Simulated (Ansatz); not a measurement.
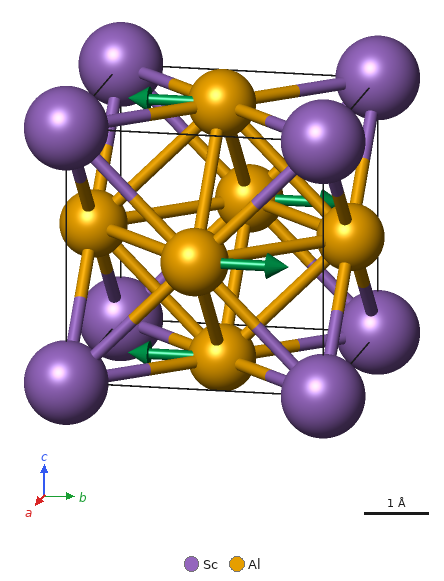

One vibrational mode of a crystal of ScAl3 at the zone centre. The green arrows are the displacements of the atoms (eigenvector over the root of the mass), of arbitrary overall length and sign. A ball-and-stick model of the cell of the calculation, seen slightly off an axis.

All numbers below come from DFT PBE, scalar-relativistic, plane waves, PAW (Ansatz 0.2.0). (plane-wave cutoff 420 eV; k-point mesh 12 × 12 × 12; occupations fermi dirac; smearing width 0.15 eV; no spin polarisation)

The frequencies depend somewhat on the k-mesh and the smearing.

Give the symmetry, activity and frequency of this mode.

Answer. This is the T₂u mode (triply degenerate; one member of the set is drawn) at 7.53 THz, optical level 2 of 3, counted from below, silent by symmetry (neither infrared- nor Raman-active). The Sc atoms stay at rest; all motion is along b; atoms of one kind move against one another, with no net shift of their sublattice.
